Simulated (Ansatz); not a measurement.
**Run report: ZrS$_{2}$, single-point calculation (part 2 of 2)**

ZrS$_{2}$ (P-3m1, 54 atoms in the cell); DFT PBE, scalar-relativistic, plane waves, PAW, no spin polarisation (Ansatz 0.2.0); cutoff 420 eV, 3×3×1 k-mesh, Gaussian smearing of 0.05 eV. The structure derives from a Materials Project entry.

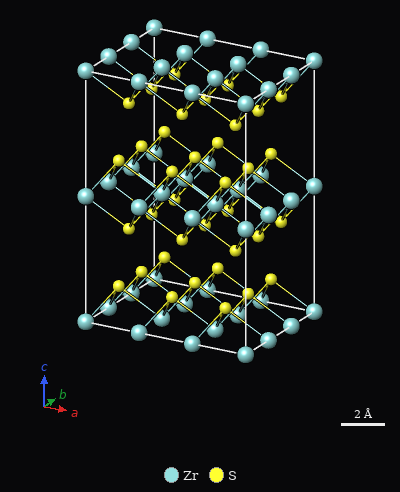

*The structure (ball-and-stick view of the cell of the calculation, seen slightly off an axis). An atom can appear more than once, as a periodic image.*

### Output, continued
```
--- Forces (eV/Å), atoms counted from 1 ---
  atom   1  Zr     0.00000000     0.00000000     0.00000000
  atom   2  Zr    -0.00000000    -0.00000000     0.00000000
  atom   3  Zr    -0.00000000     0.00000000    -0.00000000
  atom   4  Zr    -0.00000000    -0.00000000     0.00000000
  atom   5  Zr     0.00000000     0.00000000     0.00000000
  atom   6  Zr    -0.00000000     0.00000000     0.00000000
  atom   7  Zr     0.00000000     0.00000000     0.00000000
  atom   8  Zr    -0.00000000     0.00000000     0.00000000
  atom   9  Zr     0.00000000    -0.00000000    -0.00000000
  atom  10  Zr     0.00000000    -0.00000000    -0.00000000
  atom  11  Zr    -0.00000000     0.00000000     0.00000000
  atom  12  Zr     0.00000000     0.00000000     0.00000000
  atom  13  Zr     0.00000000     0.00000000    -0.00000000
  atom  14  Zr     0.00000000     0.00000000    -0.00000000
  atom  15  Zr     0.00000000    -0.00000000    -0.00000000
  atom  16  Zr     0.00000000    -0.00000000     0.00000000
  atom  17  Zr     0.00000000     0.00000000    -0.00000000
  atom  18  Zr    -0.00000000    -0.00000000     0.00000000
  atom  19  S     -0.00000000    -0.00000000    -0.03913946
  atom  20  S     -0.00000000    -0.00000000    -0.03913946
  atom  21  S     -0.00000000    -0.00000000    -0.03913946
  atom  22  S     -0.00000000    -0.00000000    -0.03913946
  atom  23  S     -0.00000000    -0.00000000    -0.03913946
  atom  24  S     -0.00000000    -0.00000000    -0.03913946
  atom  25  S     -0.00000000    -0.00000000    -0.03913946
  atom  26  S     -0.00000000    -0.00000000    -0.03913946
  atom  27  S     -0.00000000    -0.00000000    -0.03913946
  atom  28  S     -0.00000000    -0.00000000    -0.03913946
  atom  29  S     -0.00000000    -0.00000000    -0.03913946
  atom  30  S     -0.00000000    -0.00000000    -0.03913946
  atom  31  S     -0.00000000    -0.00000000    -0.03913946
  atom  32  S      0.00000000    -0.00000000    -0.03913946
  atom  33  S     -0.00000000    -0.00000000    -0.03913946
  atom  34  S      0.00000000    -0.00000000    -0.03913946
  atom  35  S      0.00000000    -0.00000000    -0.03913946
  atom  36  S      0.00000000    -0.00000000    -0.03913946
  atom  37  S     -0.00000000     0.00000000     0.03913946
  atom  38  S     -0.00000000     0.00000000     0.03913946
  atom  39  S     -0.00000000     0.00000000     0.03913946
  atom  40  S     -0.00000000     0.00000000     0.03913946
  atom  41  S     -0.00000000     0.00000000     0.03913946
  atom  42  S     -0.00000000     0.00000000     0.03913946
  atom  43  S      0.00000000     0.00000000     0.03913946
  atom  44  S      0.00000000     0.00000000     0.03913946
  atom  45  S      0.00000000     0.00000000     0.03913946
  atom  46  S     -0.00000000     0.00000000     0.03913946
  atom  47  S      0.00000000     0.00000000     0.03913946
  atom  48  S     -0.00000000     0.00000000     0.03913946
  atom  49  S     -0.00000000     0.00000000     0.03913946
  atom  50  S     -0.00000000     0.00000000     0.03913946
  atom  51  S     -0.00000000     0.00000000     0.03913946
  atom  52  S     -0.00000000     0.00000000     0.03913946
  atom  53  S     -0.00000000     0.00000000     0.03913946
  atom  54  S     -0.00000000     0.00000000     0.03913946
  max |Σ_I F_I| component: 8.33e-17 eV/Å
--- Band table (eV) ---
  k-point 0: bands = ["-42.5476", "-42.5476", "-42.5345", "-42.5345", "-42.5345", "-42.5345", "-42.5345", "-42.5345", "-42.5345", "-42.5345", "-42.5345", "-42.5345", "-42.5345", "-42.5345", "-42.5280", "-42.5280", "-42.5280", "-42.5280", "-20.6447", "-20.6447", "-20.6447", "-20.6447", "-20.6447", "-20.6447", "-20.6446", "-20.6446", "-20.6446", "-20.6446", "-20.6446", "-20.6446", "-20.6275", "-20.6275", "-20.6275", "-20.6275", "-20.6274", "-20.6274", "-20.6274", "-20.6274", "-20.6058", "-20.6055",
      "-20.5645", "-20.5645", "-20.5645", "-20.5645", "-20.5645", "-20.5645", "-20.5643", "-20.5643", "-20.5643", "-20.5643", "-20.5643", "-20.5643", "-20.5449", "-20.5449", "-20.5448", "-20.5448", "-20.4987", "-20.4987", "-20.4987", "-20.4987", "-20.4987", "-20.4987", "-20.4987", "-20.4987", "-20.4987", "-20.4987", "-20.4987", "-20.4987", "-20.4584", "-20.4584", "-20.4584", "-20.4584", "-6.1373", "-5.9514", "-5.3285", "-5.3285", "-5.3285", "-5.3285", "-5.3285", "-5.3285",
      "-5.2708", "-5.2708", "-5.2708", "-5.2708", "-5.2708", "-5.2708", "-5.0257", "-4.9469", "-4.9469", "-4.9469", "-4.9469", "-4.9469", "-4.9469", "-4.9031", "-4.9031", "-4.9031", "-4.9031", "-4.9010", "-4.9010", "-4.9010", "-4.9010", "-4.8880", "-4.8880", "-4.8880", "-4.8880", "-4.8880", "-4.8880", "-4.7413", "2.2357", "2.6153", "2.6153", "2.6153", "2.6153", "2.6153", "2.6153", "2.8260", "2.8260", "2.8260", "2.8260", "2.8260",
      "2.8260", "3.0481", "3.0481", "3.0481", "3.0481", "3.1247", "3.1256", "3.1256", "3.1734", "3.1734", "3.1734", "3.1734", "3.1908", "3.1908", "3.1908", "3.1908", "3.1908", "3.1908", "3.4004", "3.4004", "3.5498", "3.5498", "3.5498", "3.5498", "3.5498", "3.5498", "3.6631", "3.6631", "3.6745", "3.6745", "3.6745", "3.6745", "3.6745", "3.6745", "3.6905", "3.6905", "3.9402", "3.9402", "3.9402", "3.9402",
      "3.9402", "3.9402", "4.0048", "4.0048", "4.0048", "4.0048", "4.0048", "4.0048", "4.4027", "4.4027", "4.4027", "4.4027", "4.4027", "4.4027", "4.4636", "4.4636", "4.4636", "4.4636", "4.5908", "4.5908", "4.6912", "4.6912", "4.6912", "4.6912", "4.8637", "5.0190", "5.0190", "5.2958", "5.2958", "5.2958", "5.2958", "5.2958", "5.2958", "5.3943", "5.3943", "5.3943", "5.3943", "5.3943", "5.3943", "5.5380",
      "5.5380", "5.5380", "5.5380", "5.5380", "5.5380", "5.6611", "5.6611", "5.6611", "5.6611", "5.6611", "5.6611", "6.2466", "6.2466", "6.3436", "6.3436", "6.3862", "7.6665", "7.6665", "7.6665", "7.6665", "7.6665", "7.6665", "7.7796", "7.7796", "7.7796", "7.7796", "7.7796", "7.7796", "7.9960", "7.9960", "8.0216", "8.0216", "8.6309", "8.6309", "8.7268", "8.7268", "8.8659", "9.1827", "9.3684", "9.3684",
      "9.3684", "9.3684", "9.4206", "9.4206", "9.4206", "9.4206", "9.4206", "9.4206", "9.4726", "9.4726"]
  k-point 1: bands = ["-42.5455", "-42.5455", "-42.5404", "-42.5404", "-42.5364", "-42.5364", "-42.5364", "-42.5364", "-42.5316", "-42.5316", "-42.5316", "-42.5316", "-42.5307", "-42.5307", "-42.5290", "-42.5290", "-42.5290", "-42.5290", "-20.6974", "-20.6973", "-20.6706", "-20.6706", "-20.6705", "-20.6705", "-20.6652", "-20.6652", "-20.6652", "-20.6652", "-20.6089", "-20.6089", "-20.6089", "-20.6089", "-20.5996", "-20.5992", "-20.5844", "-20.5841", "-20.5725", "-20.5725", "-20.5724", "-20.5724",
      "-20.5711", "-20.5711", "-20.5709", "-20.5709", "-20.5608", "-20.5608", "-20.5559", "-20.5559", "-20.5557", "-20.5557", "-20.5526", "-20.5524", "-20.5476", "-20.5476", "-20.5474", "-20.5474", "-20.5223", "-20.5223", "-20.5222", "-20.5222", "-20.5104", "-20.5104", "-20.5016", "-20.5016", "-20.5015", "-20.5015", "-20.4879", "-20.4879", "-20.4807", "-20.4807", "-20.4648", "-20.4647", "-6.0141", "-5.8314", "-5.6911", "-5.5256", "-5.4307", "-5.4307", "-5.2924", "-5.2924",
      "-5.2468", "-5.1913", "-5.1867", "-5.1867", "-5.1660", "-5.1660", "-5.0516", "-5.0495", "-5.0495", "-5.0481", "-5.0481", "-5.0360", "-5.0068", "-5.0068", "-4.8970", "-4.8970", "-4.8707", "-4.8707", "-4.8630", "-4.8630", "-4.8471", "-4.8421", "-4.8421", "-4.8194", "-4.8194", "-4.7833", "-4.7728", "-4.7109", "2.1467", "2.2602", "2.4009", "2.4699", "2.4699", "2.6119", "2.6119", "2.6491", "2.6491", "2.7005", "2.7005", "2.8269",
      "2.8437", "2.8437", "2.9354", "3.0853", "3.0853", "3.1235", "3.1235", "3.1391", "3.1391", "3.2461", "3.2622", "3.2622", "3.2724", "3.2724", "3.3160", "3.3394", "3.3916", "3.4224", "3.4224", "3.4602", "3.4624", "3.4624", "3.5415", "3.5616", "3.5616", "3.7395", "3.7621", "3.7624", "3.8445", "3.8445", "3.8890", "3.9011", "3.9053", "3.9484", "3.9484", "3.9645", "3.9645", "3.9655", "3.9655", "3.9719",
      "3.9719", "3.9948", "4.0735", "4.0735", "4.0871", "4.1503", "4.1503", "4.3021", "4.3021", "4.3027", "4.3094", "4.3094", "4.3135", "4.3921", "4.3921", "4.4567", "4.4567", "4.4802", "4.4802", "4.5061", "4.6315", "4.6315", "4.8340", "4.8340", "4.8856", "4.9620", "4.9620", "4.9868", "4.9868", "5.0132", "5.0132", "5.1073", "5.1073", "5.1737", "5.1737", "5.2548", "5.2548", "5.2651", "5.2869", "5.4459",
      "5.5315", "5.5420", "5.5420", "5.5425", "5.5591", "5.5860", "5.6151", "5.7500", "5.7723", "5.7723", "5.9055", "5.9055", "5.9443", "6.0183", "6.2101", "6.4359", "7.4924", "7.6487", "7.9187", "7.9271", "7.9271", "7.9867", "8.0685", "8.0685", "8.0741", "8.1176", "8.1722", "8.1722", "8.2040", "8.2040", "8.3921", "8.4082", "8.4257", "8.4257", "8.5273", "8.5273", "8.9659", "8.9659", "8.9965", "9.0110",
      "9.0299", "9.0299", "9.0420", "9.2824", "9.2824", "9.3547", "9.3890", "9.3890", "9.4125", "9.4254"]
  k-point 2: bands = ["-42.5419", "-42.5419", "-42.5419", "-42.5419", "-42.5419", "-42.5419", "-42.5319", "-42.5319", "-42.5319", "-42.5319", "-42.5319", "-42.5319", "-42.5296", "-42.5296", "-42.5296", "-42.5296", "-42.5296", "-42.5296", "-20.6947", "-20.6947", "-20.6947", "-20.6946", "-20.6946", "-20.6946", "-20.6472", "-20.6472", "-20.6472", "-20.6472", "-20.6472", "-20.6472", "-20.5885", "-20.5885", "-20.5885", "-20.5882", "-20.5882", "-20.5882", "-20.5591", "-20.5591", "-20.5591", "-20.5589",
      "-20.5589", "-20.5589", "-20.5496", "-20.5496", "-20.5496", "-20.5494", "-20.5494", "-20.5494", "-20.5381", "-20.5381", "-20.5381", "-20.5381", "-20.5381", "-20.5381", "-20.5369", "-20.5369", "-20.5369", "-20.5368", "-20.5368", "-20.5368", "-20.5307", "-20.5307", "-20.5307", "-20.5307", "-20.5307", "-20.5307", "-20.4785", "-20.4785", "-20.4785", "-20.4785", "-20.4785", "-20.4785", "-5.7895", "-5.7895", "-5.7895", "-5.6150", "-5.6150", "-5.6150", "-5.1906", "-5.1906",
      "-5.1906", "-5.1329", "-5.1329", "-5.1329", "-5.1166", "-5.1166", "-5.1166", "-5.0541", "-5.0541", "-5.0541", "-5.0524", "-5.0524", "-5.0524", "-5.0063", "-5.0063", "-5.0063", "-4.9453", "-4.9453", "-4.9453", "-4.8267", "-4.8267", "-4.8267", "-4.7759", "-4.7759", "-4.7759", "-4.7050", "-4.7050", "-4.7050", "2.2175", "2.2175", "2.2175", "2.3025", "2.3025", "2.3025", "2.7102", "2.7102", "2.7102", "2.8730", "2.8730", "2.8730",
      "2.9279", "2.9279", "2.9279", "2.9978", "2.9978", "2.9978", "3.0395", "3.0395", "3.0395", "3.2673", "3.2673", "3.2673", "3.3464", "3.3464", "3.3464", "3.4125", "3.4125", "3.4125", "3.4298", "3.4298", "3.4298", "3.5318", "3.5318", "3.5318", "3.7245", "3.7245", "3.7245", "3.8218", "3.8218", "3.8218", "3.8227", "3.8227", "3.8227", "4.0152", "4.0152", "4.0152", "4.1219", "4.1219", "4.1219", "4.1362",
      "4.1362", "4.1362", "4.1489", "4.1489", "4.1489", "4.2437", "4.2437", "4.2437", "4.2530", "4.2530", "4.2530", "4.3820", "4.3820", "4.3820", "4.4418", "4.4418", "4.4418", "4.5864", "4.5864", "4.5864", "4.7830", "4.7830", "4.7830", "4.7869", "4.7869", "4.7869", "4.8961", "4.8961", "4.8961", "4.9056", "4.9056", "4.9056", "5.0238", "5.0238", "5.0238", "5.3838", "5.3838", "5.3838", "5.4525", "5.4525",
      "5.4525", "5.5053", "5.5053", "5.5053", "5.5094", "5.5094", "5.5094", "5.5184", "5.5184", "5.5184", "5.6991", "5.6991", "5.6991", "6.3451", "6.3451", "6.3451", "7.8029", "7.8029", "7.8029", "8.0124", "8.0124", "8.0124", "8.3689", "8.3689", "8.3689", "8.4338", "8.4338", "8.4338", "8.4400", "8.4400", "8.4400", "8.4764", "8.4764", "8.4764", "8.5448", "8.5448", "8.5448", "8.5910", "8.5910", "8.5910",
      "8.8182", "8.8182", "8.8182", "9.2057", "9.2057", "9.2057", "9.3251", "9.3251", "9.3251", "9.6311"]
```

### Key numbers

```csv
quantity,value
outcome,converged
space group (tolerance 0.01 Å),P-3m1 (164)
electrons treated,432
free energy,−107867.3938 eV
Fermi energy,6.964 eV
gap on the k-point mesh,1.06 eV
largest force (length of the vector),0.039 eV/Å
hardware,"8 threads of Arm Neoverse N1, 98 GiB of memory available, shared host"
wall time,17 s (CPU time 2 min)
peak memory,5 GiB
```

### Remarks

The program warns: the structure was made exactly symmetric.
